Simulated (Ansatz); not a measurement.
# Run report: C, geometry relaxation (part 2 of 2)

The same run, continued: C (2 atoms in the cell); DFT, LDA, PAW with Ansatz's default frozen-core files, scalar-relativistic, no spin polarisation (Ansatz 0.2.0); cutoff 420 eV, 16×16×16 k-mesh, Fermi–Dirac smearing of 0.02 eV. The structure was built on a prototype by a generator; it need not be a known phase. It belongs to a series of runs on one base structure; here: bulk cell relaxed.

Geometry of the input (Å; fractional positions):
```
0.0000  1.7863  1.7863
1.7863  0.0000  1.7863
1.7863  1.7863  0.0000
C  -0.1250  -0.1250  -0.1250
C  0.1250  0.1250  0.1250
```

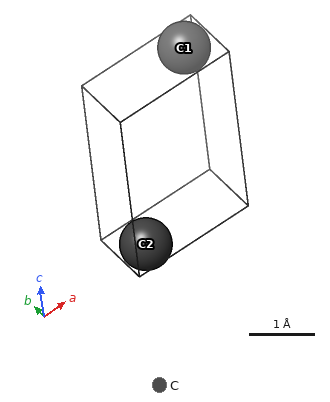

*The geometry at step 3 of the log (ball-and-stick view of the cell of the calculation, seen slightly off an axis; atoms are numbered from 1 in the order of the input).*

What the program printed, continued
```
SCF iter   1: F=—  HF=-485.985341 eV  |F-HF|=—  |Δ(HF+E_count)|=         —  Δρ=2.35e-4  dr2=5.13e-6  ethr=6.52e-8  ⟨swp⟩=1.0  Hψ=8175  notcnv=0
preconditioner: auto → none  [insulator: Δε(μ)=4.175 eV  Ē_g=19.924 eV  σ=0.020 eV  W_gap=1.00  n_scr=0 (ndim 8)  ℏωp=31.6 eV  f_vac=0.000  D(μ)=0.00/eV (n_scr^D=0)  ε∞_Penn≈3.5]
SCF iter   2: F=—  HF=-485.985339 eV  |F-HF|=—  |Δ(HF+E_count)|=   1.94e-6  Δρ=8.95e-5  dr2=7.78e-7  ethr=6.41e-8  ⟨swp⟩=2.0  Hψ=1688  notcnv=0
iter 3 did not close the SCF: its close was put off for the readings that it lacked (scf_convergence_deferred on its scf_iter line)
SCF iter   3: F=-485.985339 eV  HF=-485.985339 eV  |F-HF|=7.84e-10  |Δ(HF+E_count)|=   3.12e-7  Δρ=5.58e-6  dr2=1.20e-9  ethr=9.72e-9  ⟨swp⟩=2.8  Hψ=1768  notcnv=0
iter 4 did not close the SCF: its close was put off for the readings that it lacked (scf_convergence_deferred on its scf_iter line)
SCF iter   4: F=-485.985339 eV  HF=-485.985339 eV  |F-HF|=7.39e-13  |Δ(HF+E_count)|=  8.52e-10  Δρ=1.81e-7  dr2=1.34e-12  ethr=1.50e-11  ⟨swp⟩=1.8  Hψ=1464  notcnv=0
iter 5 did not close the SCF: its close was put off for the readings that it lacked (scf_convergence_deferred on its scf_iter line)
SCF iter   5: F=-485.985339 eV  HF=-485.985339 eV  |F-HF|=5.68e-14  |Δ(HF+E_count)|=  1.71e-12  Δρ=2.74e-8  dr2=2.34e-14  ethr=1.00e-12  ⟨swp⟩=1.0  Hψ=1160  notcnv=0
iter 6 did not close the SCF: its close was put off for the readings that it lacked (scf_convergence_deferred on its scf_iter line)
SCF iter   6: F=-485.985339 eV  HF=-485.985339 eV  |F-HF|=2.27e-13  |Δ(HF+E_count)|=  5.68e-14  Δρ=2.03e-9  dr2=3.34e-16  ethr=1.00e-12  ⟨swp⟩=1.0  Hψ=1160  notcnv=0
SCF iter   7: F=-485.985339 eV  HF=-485.985339 eV  |F-HF|=0.00e0  |Δ(HF+E_count)|=    0.00e0  Δρ=6.19e-10  dr2=2.56e-17  ethr=1.00e-12  ⟨swp⟩=2.1  Hψ=3442  notcnv=0
SCF 6 converged in 7 iterations: F = -485.985339 eV  dr2 = 2.56e-17
relax step   6: F+E_penalty+E_count = -485.98533853 eV  Δ(F+E_penalty+E_count) = -8.532e-5 eV  max|allowed force component| = 1.619e-16 eV/Å  Δτ_max = 0.0000 Å  P = -0.003 GPa  Ω = 11.013 Å³  energy of the carried Pulay correction = +7.414e-5 eV  (7 SCF iters, dr2 threshold 2.00e-7 eV, accepted)
iter 1 solved again at ethr=1.69e-8 eV; its pass at ethr=3.10e-3 eV (dr2=1.35e-6 eV) is discarded
SCF iter   1: F=—  HF=-485.985322 eV  |F-HF|=—  |Δ(HF+E_count)|=         —  Δρ=2.17e-6  dr2=6.83e-11  ethr=1.69e-8  ⟨swp⟩=3.3  Hψ=11119  notcnv=0
eigensolver tolerance schedule: the retry pair's looser diagonalisation over-reported the residual by 19760.95 of it (diagonalisation noise at 0.12 of the residual, at the tolerance the schedule requests for it); recorded, not acted on — ethr = c·dr2/N_el stays at c = 1.0e-1
preconditioner: auto → none  [insulator: Δε(μ)=4.173 eV  Ē_g=19.924 eV  σ=0.020 eV  W_gap=1.00  n_scr=0 (ndim 8)  ℏωp=31.6 eV  f_vac=0.000  D(μ)=0.00/eV (n_scr^D=0)  ε∞_Penn≈3.5]
iter 2 did not close the SCF: its close was put off for the readings that it lacked (scf_convergence_deferred on its scf_iter line)
SCF iter   2: F=-485.985322 eV  HF=-485.985322 eV  |F-HF|=1.52e-11  |Δ(HF+E_count)|=  5.67e-10  Δρ=1.08e-6  dr2=1.57e-11  ethr=1.00e-12  ⟨swp⟩=2.3  Hψ=1764  notcnv=0
iter 3 did not close the SCF: its close was put off for the readings that it lacked (scf_convergence_deferred on its scf_iter line)
SCF iter   3: F=-485.985322 eV  HF=-485.985322 eV  |F-HF|=5.68e-14  |Δ(HF+E_count)|=  1.58e-11  Δρ=4.31e-8  dr2=3.38e-14  ethr=1.00e-12  ⟨swp⟩=1.0  Hψ=1160  notcnv=0
iter 4 did not close the SCF: its close was put off for the readings that it lacked (scf_convergence_deferred on its scf_iter line)
SCF iter   4: F=-485.985322 eV  HF=-485.985322 eV  |F-HF|=1.71e-13  |Δ(HF+E_count)|=  1.14e-13  Δρ=1.01e-8  dr2=2.75e-15  ethr=1.00e-12  ⟨swp⟩=1.0  Hψ=1160  notcnv=0
iter 5 did not close the SCF: its close was put off for the readings that it lacked (scf_convergence_deferred on its scf_iter line)
SCF iter   5: F=-485.985322 eV  HF=-485.985322 eV  |F-HF|=5.68e-14  |Δ(HF+E_count)|=  5.68e-14  Δρ=1.06e-9  dr2=4.01e-17  ethr=1.00e-12  ⟨swp⟩=1.0  Hψ=1160  notcnv=0
SCF iter   6: F=-485.985322 eV  HF=-485.985322 eV  |F-HF|=0.00e0  |Δ(HF+E_count)|=  1.71e-13  Δρ=8.66e-11  dr2=1.54e-19  ethr=1.00e-12  ⟨swp⟩=1.4  Hψ=3049  notcnv=0
SCF 7 converged in 6 iterations: F = -485.985322 eV  dr2 = 1.54e-19
relax step   7: F+E_penalty+E_count = -485.98532232 eV  Δ(F+E_penalty+E_count) = +1.621e-5 eV  max|allowed force component| = 1.700e-16 eV/Å  Δτ_max = 0.0000 Å  P = -0.006 GPa  Ω = 11.013 Å³  stress off target by 6.08e-3 GPa  SCF on the basis re-selected at this cell (its energy is not comparable with the rows above)  (6 SCF iters)
```

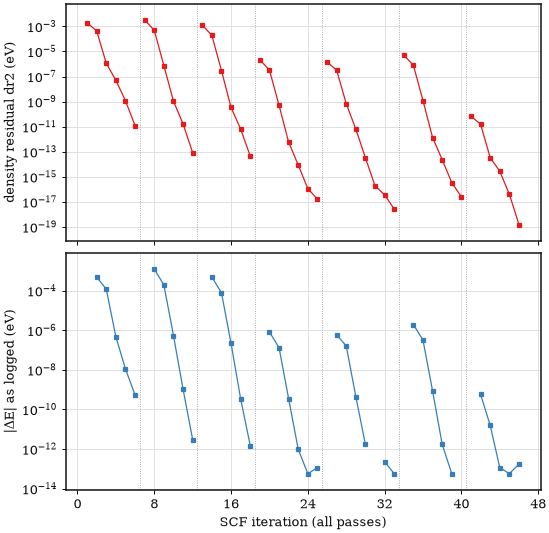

*Convergence of the self-consistent field: density residual dr2 and size of the energy change against the SCF iteration. The dotted lines part the SCF passes of the relaxation: geometry steps, rejected trials and re-solves on a re-selected basis.*

The 7 passes take 6 to 8 iterations each, 46 in all.

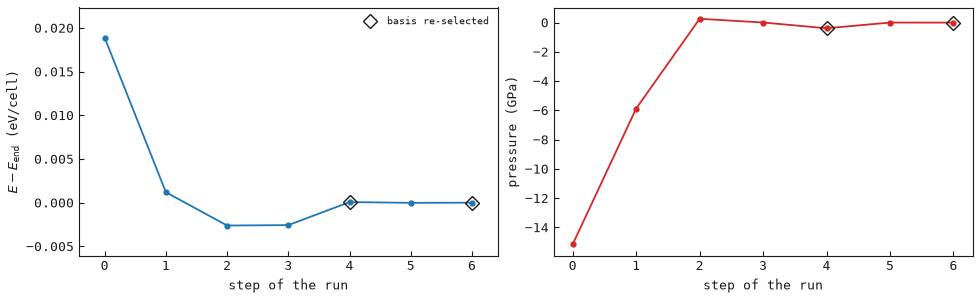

*Progress of the relaxation, step by step (the first geometry is step 0 here and step 1 in the log).*

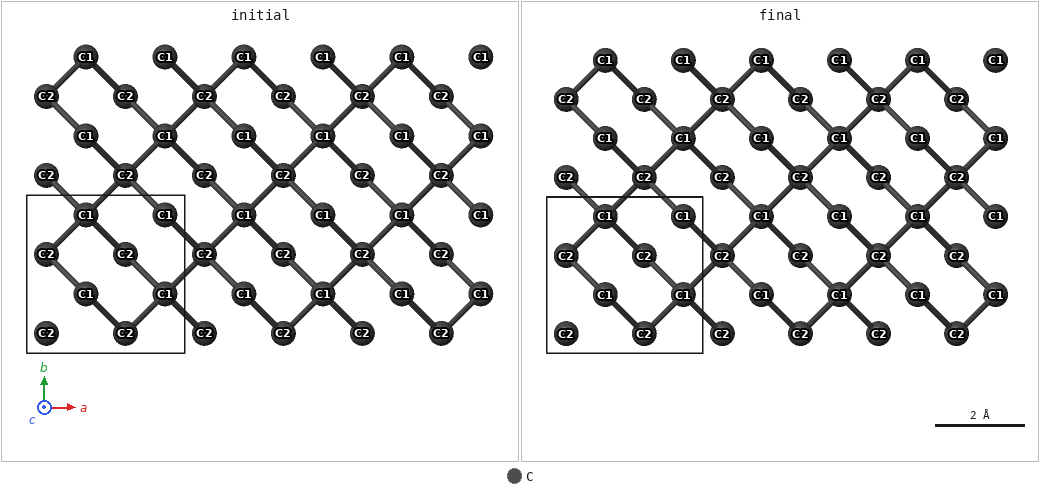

*Before (left) and after (right) the relaxation, at one scale (ball-and-stick view of the cell 4 times as large as that of the calculation, set on its symmetry axes, repeated 3 × 2 × 1, along the c axis).*

Over 4 geometry steps the energy falls by 18.9 meV per cell of the calculation. All forces vanish by symmetry, so only the cell relaxes. The pressure goes from −15.15 to −0.01 GPa. The basis was re-selected once at an unchanged geometry, which shifts the energy a little without any move. The atoms keep their places relative to the cell (all moves are under 0.005 Å). Cell: a = b = c 3.573 → 3.532 Å (−1.1 %). Volume −3.4 %. Distances before and after: C1–C2 1.547 → 1.529 Å. The space group stays Fd-3m (No. 227). The energy change given includes the shifts at the re-selections in mid-walk, which come without any move. A last SCF at the same geometry on a re-selected plane-wave basis shifts the energy by +0.0 meV per cell of the calculation. (Atoms are counted from 1 in the order of the input.)

```
basis re-selected at this cell: Δ(F+E_penalty+E_count) = +1.621e-5 eV, ΔP = -0.003 GPa vs the last step (what re-selecting the basis moved, of the pressure what is left beyond the Pulay correction that the steps carried, after the strain that the cell walked since its last selection, with what the two solves' SCF thresholds leave and, on support functions, any second-order correction that the steps lacked; it is no measure of the basis error at this ecutwfc). This SCF's stress stands 6.08e-3 GPa from its target on what of the cell is left free (relax.cell.stress_tol is 5.00e-2 GPa) and its largest allowed force component is 1.70e-16 eV/Å (relax.f_tol is 5.00e-3 eV/Å): within both
SCF converged after 6 iterations
Free energy (F): -485.985322 eV
Harris-Foulkes:  -485.985322 eV  (|F-HF|=0.00e0)
Internal energy: -485.985322 eV  (E = F + TS)
E sigma→0 (E₀):  -485.985322 eV
Fermi energy:    15.682257 eV
--- Per-component energies (eV) ---
  E_band       = 36.061218
  E_kinetic    = 186.502251
  E_local      = -122.221362  (includes V_loc(G=0)·N_el)
  E_nonlocal   = 55.777680
  E_hartree    = 26.159424
  E_xc         = -97.211132
  E_vxc        = -121.032449  (∫ρ·V_xc dr)
  E_paw        = -183.709066  (= ΣΔE_a)
  E_vpaw       = -15.283768  (= ΣTr[D̂ρ^β])
  E_aug_tail   = 0.000017  (compensation charges beyond the density's cutoff)
  E_ewald      = -351.408800
  E_core_change = 0.125665  (= ΣΔE_core)
  E_smearing   = -0.000000  (= −TS)
  E_closure    = 0.000000  (closes the sum)
  Σ components = -485.985322   (vs F -485.985322, Δ=0.00e0)
--- Forces (eV/Å), atoms counted from 1 ---
  atom   1  C     -0.00000000    -0.00000000    -0.00000000
  atom   2  C      0.00000000     0.00000000     0.00000000
  max |Σ_I F_I| component: 7.40e-17 eV/Å
--- Stress (GPa, compression-positive) ---
       -0.006077      -0.000000       0.000000
        0.000000      -0.006077       0.000000
       -0.000000       0.000000      -0.006077
  P = ⅓ Tr σ = -0.0061 GPa (-0.061 kbar)
--- Band table (eV; the first three rows and the last of 145) ---
  k-point 0: bands = ["-8.1261", "13.6028", "13.6028", "13.6028", "19.2263", "19.2263", "19.2263", "27.7757"]
  k-point 1: bands = ["-8.0160", "12.8553", "13.4055", "13.4055", "19.4785", "19.4785", "19.6890", "27.8376"]
  k-point 2: bands = ["-7.6860", "11.1510", "12.9253", "12.9253", "20.1032", "20.1032", "20.5894", "28.0193"]
  k-point 144: bands = ["1.6523", "1.6523", "4.9780", "4.9780", "24.1815", "24.1815", "26.3003", "26.3003"]
--- Relaxed structure (5 steps of the walk, 5 accepted, 2 SCFs on fresh bases) ---
  F+E_penalty+E_count = -485.98532232 eV   max|allowed force component| = 1.700e-16 eV/Å   (the final SCF, on the basis selected at the relaxed cell)
  cell:  # Å, volume = 11.0131 Å³
    - [2.9379634235933963e-34, 1.7658745511200513, 1.7658745511200513]
    - [1.7658745511200513, 4.6055756407324976e-34, 1.7658745511200513]
    - [1.7658745511200513, 1.7658745511200513, -1.2340354142169013e-35]
  atoms:
    - { symbol: C, position: [-0.125, -0.125, -0.125] }
    - { symbol: C, position: [0.125, 0.125, 0.125] }
```

File rho_z.tsv
```
# z_ang	rho[e/angstrom^3]
# format = ansatz-planar-average/11
# lattice	0.000000000	1.765874551	1.765874551
# lattice	1.765874551	0.000000000	1.765874551
# lattice	1.765874551	1.765874551	-0.000000000
# sites	2
# site	6	-0.441468638	-0.441468638	-0.441468638
# site	6	0.441468638	0.441468638	0.441468638
0.000000	1.125717e0
0.138740	1.089942e0
0.277480	9.949508e-1
0.416221	8.702044e-1
0.554961	7.445929e-1
0.693701	6.334518e-1
0.832441	5.411204e-1
0.971181	4.703070e-1
1.109922	4.253118e-1
1.248662	4.098584e-1
1.387402	4.253118e-1
1.526142	4.703070e-1
1.664882	5.411204e-1
1.803623	6.334518e-1
1.942363	7.445929e-1
2.081103	8.702044e-1
2.219843	9.949508e-1
2.358584	1.089942e0
```

Trajectory as extended XYZ (Å, eV, eV/Å), 7 frames, from step=1 to step=7
```
2
Lattice="0.0000 1.7863 1.7863 1.7863 0.0000 1.7863 1.7863 1.7863 0.0000" Properties=species:S:1:pos:R:3:forces:R:3 step=1 energy=-485.96642 pressure_GPa=-15.15
C    -0.4466   -0.4466   -0.4466    0.0000   0.0000   0.0000
C     0.4466    0.4466    0.4466    0.0000   0.0000   0.0000
2
Lattice="0.0000 1.7738 1.7738 1.7738 0.0000 1.7738 1.7738 1.7738 0.0000" Properties=species:S:1:pos:R:3:forces:R:3 step=2 energy=-485.98413 pressure_GPa=-5.88
C    -0.4434   -0.4434   -0.4434    0.0000   0.0000   0.0000
C     0.4434    0.4434    0.4434    0.0000   0.0000   0.0000
2
Lattice="0.0000 1.7660 1.7660 1.7660 0.0000 1.7660 1.7660 1.7660 0.0000" Properties=species:S:1:pos:R:3:forces:R:3 step=3 energy=-485.98793 pressure_GPa=0.26
C    -0.4415   -0.4415   -0.4415    0.0000   0.0000   0.0000
C     0.4415    0.4415    0.4415    0.0000   0.0000   0.0000
2
Lattice="0.0000 1.7664 1.7664 1.7664 0.0000 1.7664 1.7664 1.7664 0.0000" Properties=species:S:1:pos:R:3:forces:R:3 step=4 energy=-485.98789 pressure_GPa=0.00
C    -0.4416   -0.4416   -0.4416    0.0000   0.0000   0.0000
C     0.4416    0.4416    0.4416    0.0000   0.0000   0.0000
2
Lattice="0.0000 1.7664 1.7664 1.7664 0.0000 1.7664 1.7664 1.7664 0.0000" Properties=species:S:1:pos:R:3:forces:R:3 step=5 energy=-485.98525 pressure_GPa=-0.39
C    -0.4416   -0.4416   -0.4416    0.0000   0.0000   0.0000
C     0.4416    0.4416    0.4416    0.0000   0.0000   0.0000
2
Lattice="0.0000 1.7659 1.7659 1.7659 0.0000 1.7659 1.7659 1.7659 0.0000" Properties=species:S:1:pos:R:3:forces:R:3 step=6 energy=-485.98534 pressure_GPa=-0.00
C    -0.4415   -0.4415   -0.4415    0.0000   0.0000   0.0000
C     0.4415    0.4415    0.4415    0.0000   0.0000   0.0000
2
Lattice="0.0000 1.7659 1.7659 1.7659 0.0000 1.7659 1.7659 1.7659 0.0000" Properties=species:S:1:pos:R:3:forces:R:3 step=7 energy=-485.98532 pressure_GPa=-0.01
C    -0.4415   -0.4415   -0.4415    0.0000   0.0000   0.0000
C     0.4415    0.4415    0.4415    0.0000   0.0000   0.0000
```

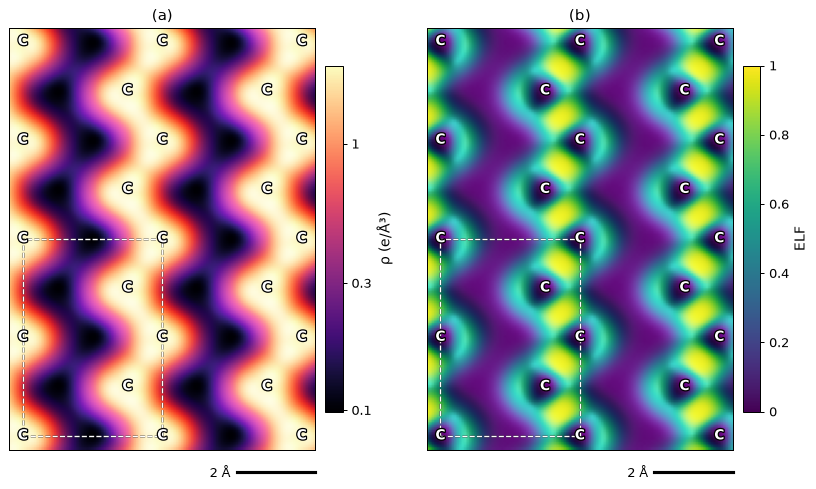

*(a) valence electron density; (b) ELF on the (110) plane of the conventional cell.*

Atoms in the plane: C. C–C (1.53 Å): the density is about 1.7 e/Å³ at the midpoint; the ELF peaks at about 0.95 between the atoms, which marks a covalent bond. Away from the nuclei the density in this plane falls to 0.1 e/Å³ at its lowest. The fields are those of the smooth PAW valence density.

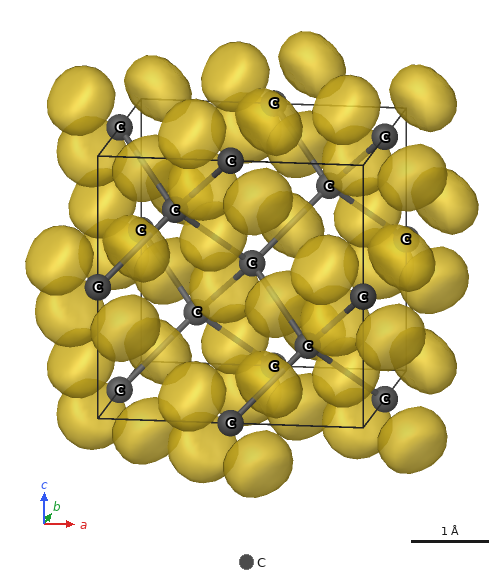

*Isosurface of the ELF at 0.75 (yellow), seen at an oblique angle. Only the valence region is drawn (cores and ρ < 0.01 e/Å³ removed). Sticks mark near contacts. The outline is the cell set on symmetry axes.*

Results in brief

- outcome: converged
- space group (tolerance 0.01 Å): Fd-3m (227)
- electrons treated: 8
- free energy: −485.9853 eV
- Fermi energy: 15.682 eV
- gap on the k-point mesh: 4.17 eV
- pressure: −0.01 GPa
- final volume: 11.01 Å³
- largest force (length of the vector) at the end: under 0.001 eV/Å
- final cell: a = 2.497 Å, b = 2.497 Å, c = 2.497 Å, α = 60.00°, β = 60.00°, γ = 60.00°
- wall time: 1.9 s (CPU time 3.4 s)
- peak memory: 0.31 GiB
